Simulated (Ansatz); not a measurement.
MgSi$_{16}$ (charge +2): geometry relaxation (part 2 of 2)

MgSi$_{16}$ (defect cell, 17 atoms in the cell, total charge +2); DFT PBE, scalar-relativistic, plane waves, PAW, no spin polarisation (Ansatz 0.2.0); cutoff 420 eV, 2×2×2 k-mesh, Gaussian smearing of 0.01 eV. The structure derives from a Materials Project entry. It belongs to a series of runs on one base structure; here: Mg interstitial, charge +2, atoms relaxed at the host's cell.

Geometry of the input (Å; fractional positions):
```
0.0000  5.4701  -5.4701
5.4701  5.4701  0.0000
5.4701  0.0000  -5.4701
Si 0.1229  0.1307  0.1362
Si 0.1273  0.6087  0.1325
Si 0.6133  0.1247  0.1325
Si 0.6263  0.6230  0.1235
Si 0.1363  0.1223  0.6118
Si 0.1218  0.6229  0.6279
Si 0.6265  0.1185  0.6278
Si 0.6263  0.6231  0.6279
Si 0.2546  0.7349  0.2577
Si 0.2504  0.2468  0.2515
Si 0.7494  0.7427  0.2556
Si 0.7487  0.2522  0.2514
Si 0.2483  0.7448  0.7489
Si 0.2555  0.2426  0.7522
Si 0.7501  0.7469  0.7518
Si 0.7462  0.2533  0.7457
Mg 0.0009  -0.0038  0.0003
```

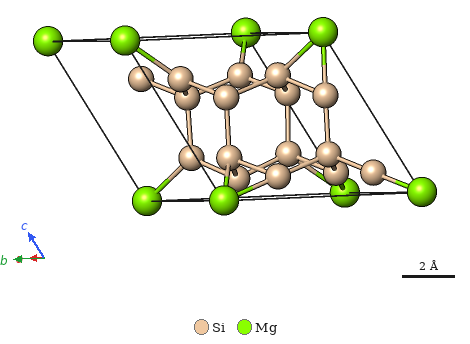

*The geometry at step 3 of the log (ball-and-stick view of the cell of the calculation, seen at an oblique angle).*

Output, continued:
```
  k-point 0: bands = ["-69.5326", "-36.2956", "-36.2952", "-36.2949", "-5.3805", "-3.1699", "-3.0122", "-3.0117", "-3.0108", "-1.6170", "-1.2640", "-1.2637", "-1.2636", "-1.1256", "-1.1256", "-0.5195", "-0.2987", "-0.2981", "-0.2968", "3.3996", "3.4001", "3.4011", "3.8806", "3.8812", "3.8813", "5.1805", "5.1807", "5.1821", "5.3029", "5.3029", "5.4966", "5.4982", "5.4983", "6.5372", "6.5385", "6.5395", "6.6153", "7.1416", "7.1441", "7.1460", "7.2986", "7.2987", "7.9826", "7.9834", "7.9842", "8.0281", "8.7635", "8.7654", "8.7664", "9.6502", "9.6881", "9.6889", "9.6898"]
  k-point 1: bands = ["-69.5326", "-36.2956", "-36.2952", "-36.2949", "-4.7284", "-4.4394", "-2.9432", "-2.7536", "-2.7518", "-2.5514", "-2.4655", "-2.4647", "-0.1946", "0.1358", "0.1370", "0.2378", "0.3398", "0.3408", "2.2118", "2.5892", "2.8048", "2.9312", "2.9329", "3.1669", "3.1683", "3.2452", "4.0221", "4.0238", "4.4329", "4.4332", "4.4804", "4.5528", "5.6800", "5.6834", "5.8734", "5.8739", "7.4551", "7.8295", "7.8490", "7.8512", "8.2192", "8.2196", "8.4621", "8.5968", "9.6082", "9.6104", "10.1579", "10.1593", "10.3920", "10.7838", "10.8200", "10.8213", "11.0091"]
  k-point 2: bands = ["-69.5326", "-36.2956", "-36.2952", "-36.2949", "-4.7285", "-4.4395", "-2.9431", "-2.7532", "-2.7517", "-2.5510", "-2.4653", "-2.4648", "-0.1960", "0.1358", "0.1363", "0.2381", "0.3390", "0.3394", "2.2130", "2.5900", "2.8060", "2.9324", "2.9336", "3.1682", "3.1692", "3.2466", "4.0217", "4.0225", "4.4327", "4.4332", "4.4801", "4.5514", "5.6801", "5.6818", "5.8725", "5.8738", "7.4529", "7.8305", "7.8499", "7.8517", "8.2171", "8.2183", "8.4616", "8.5966", "9.6088", "9.6097", "10.1577", "10.1584", "10.3935", "10.7834", "10.8203", "10.8210", "11.0104"]
  k-point 7: bands = ["-69.5326", "-36.2956", "-36.2952", "-36.2949", "-4.7286", "-4.4392", "-2.9434", "-2.7537", "-2.7518", "-2.5510", "-2.4654", "-2.4647", "-0.1942", "0.1358", "0.1369", "0.2368", "0.3396", "0.3408", "2.2110", "2.5897", "2.8045", "2.9318", "2.9333", "3.1668", "3.1682", "3.2460", "4.0224", "4.0238", "4.4330", "4.4335", "4.4800", "4.5533", "5.6797", "5.6829", "5.8730", "5.8746", "7.4560", "7.8266", "7.8475", "7.8499", "8.2197", "8.2206", "8.4609", "8.5972", "9.6080", "9.6101", "10.1577", "10.1597", "10.3903", "10.7854", "10.8219", "10.8231", "11.0087"]
--- Relaxed structure (4 steps of the walk, 4 accepted, 0 SCFs on fresh bases) ---
  F+E_penalty+E_count = -12107.45275455 eV   max|allowed force component| = 7.469e-3 eV/Å
  atoms:
    - { symbol: Si, position: [0.129288297084661, 0.12548883589605253, 0.13131992974290946] }
    - { symbol: Si, position: [0.1296463030933192, 0.6078728031773508, 0.1316454910846851] }
    - { symbol: Si, position: [0.6127986408400004, 0.1253605984936858, 0.1313278806365167] }
    - { symbol: Si, position: [0.6268518974167657, 0.622980876523762, 0.12208846353627034] }
    - { symbol: Si, position: [0.1294865855397502, 0.12567651004481956, 0.6140380109298714] }
    - { symbol: Si, position: [0.12059811117120545, 0.6228573583613727, 0.6286183920755423] }
    - { symbol: Si, position: [0.6267203016475295, 0.11643204587988831, 0.6288095036206779] }
    - { symbol: Si, position: [0.6266472495339855, 0.6228315487090159, 0.628720975801676] }
    - { symbol: Si, position: [0.2549350023628484, 0.7413921338881508, 0.25675004236389654] }
    - { symbol: Si, position: [0.2506632591866484, 0.24568361546803796, 0.25188319785309926] }
    - { symbol: Si, position: [0.7457694458760733, 0.7411959252228695, 0.25685139371124793] }
    - { symbol: Si, position: [0.7454385341745693, 0.2510666497774354, 0.2569384565269243] }
    - { symbol: Si, position: [0.2547241903664703, 0.7416026883939119, 0.7476612831253449] }
    - { symbol: Si, position: [0.2548030686860566, 0.25091506710047773, 0.7473577598293965] }
    - { symbol: Si, position: [0.750335977450823, 0.7461851980753265, 0.7519162508572644] }
    - { symbol: Si, position: [0.7456667633323816, 0.25092694892458745, 0.7472770504607101] }
    - { symbol: Mg, position: [0.000473312836912808, -0.00420549973674325, 0.0020212857439667418] }
```

Trajectory as extended XYZ (Å, eV, eV/Å), 4 frames, from step=1 to step=4:
```
17
Lattice="0.0000 5.4701 -5.4701 5.4701 5.4701 0.0000 5.4701 0.0000 -5.4701" Properties=species:S:1:pos:R:3:forces:R:3 step=1 energy=-12107.34720
Si    1.4605    1.3873   -1.4174   -0.8360  -0.2765  -0.0951
Si    4.0543    4.0258   -1.4211   -0.1576   0.0463  -0.0421
Si    1.4069    4.0367   -4.0795   -0.1219   0.1990   0.1647
Si    4.0833    6.8337   -4.1010    0.0419   0.2259   0.0695
Si    4.0158    1.4151   -4.0924    0.4203  -0.2438   0.2584
Si    6.8416    4.0735   -4.1010   -0.2039  -0.4120  -0.0921
Si    4.0827    4.0752   -6.8612   -0.1518   0.1293  -0.0206
Si    6.8429    6.8344   -6.8606    0.3129  -0.0051   0.1354
Si    5.4295    5.4130   -2.8024    0.3849   0.3628   0.1300
Si    2.7258    2.7199   -2.7452   -0.0240   0.1779  -0.1353
Si    5.4607    8.1617   -5.4974    0.0128  -0.4622   0.1491
Si    2.7544    5.4748   -5.4703    0.5229  -0.4116  -0.0580
Si    8.1709    5.4326   -5.4551   -0.4405   0.1647  -0.4207
Si    5.4417    2.7247   -5.5125    0.3889   0.4843   0.1840
Si    8.1981    8.1889   -8.2159   -0.0487  -0.0332  -0.0054
Si    5.4646    5.4670   -8.1608   -0.2052  -0.0715  -0.1767
Mg   -0.0191   -0.0159   -0.0068    0.1048   0.1259  -0.0450
17
Lattice="0.0000 5.4701 -5.4701 5.4701 5.4701 0.0000 5.4701 0.0000 -5.4701" Properties=species:S:1:pos:R:3:forces:R:3 step=2 energy=-12107.44539
Si    1.4236    1.3796   -1.4110   -0.1310   0.0336  -0.1400
Si    4.0493    4.0273   -1.4249   -0.1371  -0.0666  -0.0427
Si    1.3968    4.0471   -4.0759    0.0595  -0.0656   0.0702
Si    4.0890    6.8356   -4.0871   -0.0230   0.0173  -0.0408
Si    4.0338    1.4074   -4.0829    0.0079   0.0178   0.1530
Si    6.8428    4.0670   -4.0967   -0.0418  -0.1194  -0.0577
Si    4.0824    4.0711   -6.8729   -0.1022  -0.0228   0.0032
Si    6.8488    6.8335   -6.8742    0.0375  -0.0210   0.0658
Si    5.4568    5.4320   -2.7908    0.0833   0.1367   0.0628
Si    2.7113    2.7164   -2.7481    0.0084   0.0602  -0.0292
Si    5.4623    8.1318   -5.4926    0.0042  -0.0180   0.0717
Si    2.7866    5.4552   -5.4764    0.0993  -0.0781   0.0520
Si    8.1431    5.4457   -5.4771    0.0104   0.0332  -0.1153
Si    5.4583    2.7629   -5.4944    0.0987   0.0498   0.0804
Si    8.1969    8.1866   -8.2191    0.0408   0.0279  -0.0014
Si    5.4535    5.4628   -8.1683   -0.0210   0.0306  -0.0970
Mg   -0.0211   -0.0139   -0.0082    0.0058  -0.0156  -0.0352
17
Lattice="0.0000 5.4701 -5.4701 5.4701 5.4701 0.0000 5.4701 0.0000 -5.4701" Properties=species:S:1:pos:R:3:forces:R:3 step=3 energy=-12107.45210
Si    1.4052    1.3905   -1.4142    0.0060   0.0217   0.0062
Si    4.0392    4.0270   -1.4386    0.0107   0.0326   0.0257
Si    1.4049    4.0396   -4.0752    0.0104   0.0163   0.0025
Si    4.0786    6.8416   -4.0960    0.0121  -0.0011   0.0067
Si    4.0510    1.3946   -4.0620    0.0012   0.0132  -0.0050
Si    6.8441    4.0747   -4.0976    0.0157   0.0018   0.0060
Si    4.0787    4.0631   -6.8703    0.0013   0.0063   0.0080
Si    6.8497    6.8362   -6.8668    0.0048  -0.0056   0.0137
Si    5.4581    5.4534   -2.7938   -0.0198  -0.0281  -0.0222
Si    2.7111    2.7070   -2.7529    0.0014  -0.0006   0.0020
Si    5.4592    8.1364   -5.4895   -0.0216  -0.0117  -0.0139
Si    2.7876    5.4496   -5.4803   -0.0236  -0.0027  -0.0058
Si    8.1512    5.4513   -5.4837   -0.0093  -0.0257  -0.0216
Si    5.4590    2.7700   -5.4761    0.0070  -0.0230  -0.0068
Si    8.1932    8.1894   -8.2200   -0.0054   0.0009  -0.0100
Si    5.4652    5.4504   -8.1649   -0.0070   0.0002  -0.0049
Mg   -0.0215   -0.0264   -0.0186    0.0160   0.0053   0.0195
17
Lattice="0.0000 5.4701 -5.4701 5.4701 5.4701 0.0000 5.4701 0.0000 -5.4701" Properties=species:S:1:pos:R:3:forces:R:3 step=4 energy=-12107.45276
Si    1.4048    1.3937   -1.4256    0.0018  -0.0006  -0.0031
Si    4.0452    4.0343   -1.4293   -0.0002  -0.0030  -0.0025
Si    1.4041    4.0378   -4.0704    0.0014  -0.0024  -0.0004
Si    4.0756    6.8367   -4.0968   -0.0007  -0.0010  -0.0007
Si    4.0463    1.3958   -4.0671    0.0000  -0.0008  -0.0014
Si    6.8457    4.0668   -4.0983    0.0036  -0.0058   0.0006
Si    4.0765    4.0651   -6.8679   -0.0037  -0.0049  -0.0054
Si    6.8461    6.8348   -6.8670    0.0036   0.0019  -0.0040
Si    5.4599    5.4500   -2.7990   -0.0023   0.0010  -0.0019
Si    2.7217    2.7151   -2.7490    0.0008   0.0024   0.0008
Si    5.4594    8.1338   -5.4844    0.0003  -0.0007   0.0032
Si    2.7788    5.4510   -5.4831    0.0029   0.0000   0.0039
Si    8.1464    5.4500   -5.4831   -0.0063   0.0017   0.0011
Si    5.4606    2.7663   -5.4819   -0.0012   0.0075   0.0025
Si    8.1948    8.1861   -8.2175   -0.0003   0.0029   0.0017
Si    5.4603    5.4515   -8.1665    0.0003  -0.0010   0.0055
Mg   -0.0119   -0.0204   -0.0136    0.0001   0.0029   0.0001
```

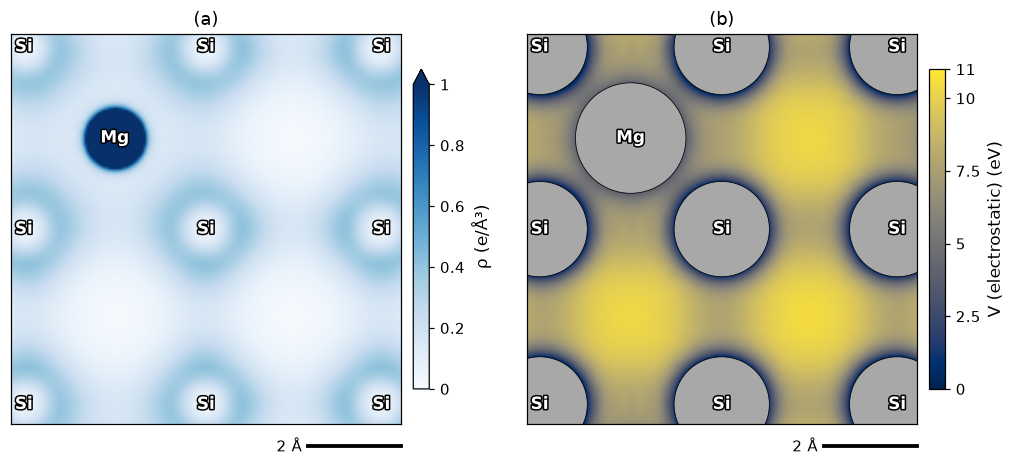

*(a) valence electron density; (b) electrostatic potential (local pseudopotential plus Hartree) felt by an electron on the (011) plane of the calculation cell. Grey discs, where drawn, cover atomic cores.*

Atoms in the plane: Si and Mg. Mg–Si (2.79 Å): ρ is about 0.22 e/Å³ halfway. Away from the nuclei the density in this plane falls to 0.02 e/Å³ at its lowest. Outside the cores the potential energy rises away from the atoms and is highest about 2.4 Å from the nearest atoms; outside the discs it spans about 10 eV, and its zero is arbitrary. In a PAW calculation such maps are meaningful between the atoms, not at the nuclei.

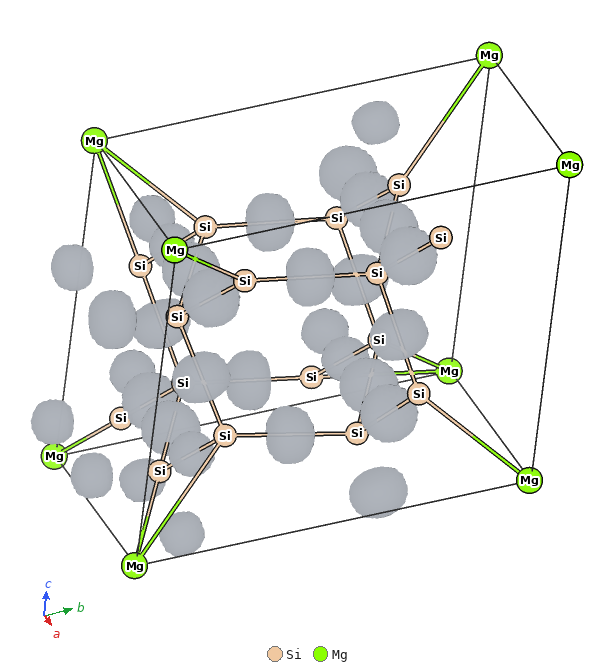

*Isosurface of the electron localisation function at 0.9 (grey), seen slightly off an axis. Core shells and regions of very low density are left out. Sticks mark near contacts. The outline is the calculation cell.*

Along the contacts the grid gives the following. Si–Si (2.29 Å): the ELF peaks at about 0.95 between the atoms, which marks localised, shared-pair bonding. Mg–Si (2.45 Å): the ELF is about 0.50 at the midpoint.

Summary:

| quantity | value |
| --- | --- |
| outcome | converged |
| electrons treated | 72 |
| free energy | −12107.4528 eV |
| Fermi energy | 6.578 eV |
| gap on the k-point mesh | 0.08 eV |
| final volume | 327.35 Å³ |
| largest force (length of the vector) at the end | 0.008 eV/Å |
| wall time | 19 s (CPU time 49 s) |
| peak memory | 0.86 GiB |

Notes:

The k-point mesh is coarse for a cell of this size, so the results may not be converged.
